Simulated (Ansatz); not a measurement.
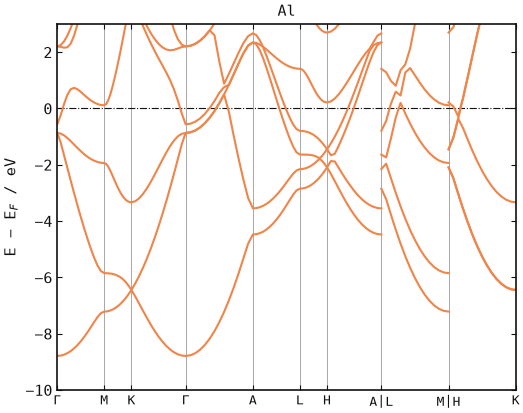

Band structure. Energies are counted from the Fermi level.

Which Bravais lattice do the labels of the path belong to?

A hexagonal (primitive) lattice: the path Γ–M–K–Γ–A–L–H–A|L–M|H–K runs through the special points of its Brillouin zone.

Structure: Al, space group P6/mmm, 2 atoms in the cell; a = 4.55 Å, b = 4.55 Å, c = 2.75 Å, α = 90.00°, β = 90.00°, γ = 120.00°.

Method: DFT PBE, scalar-relativistic, plane waves, PAW, no spin polarisation, 15×15×20 k mesh (Ansatz).

Is there a gap at the Fermi level?

A metal: 4 bands cross the Fermi level along this path.

Which levels at A lie nearest to the Fermi level?

At A the nearest levels lie 3.55 eV below and 2.35 eV above the Fermi level.

The structure is an invented one, so it need not be a known or stable phase.
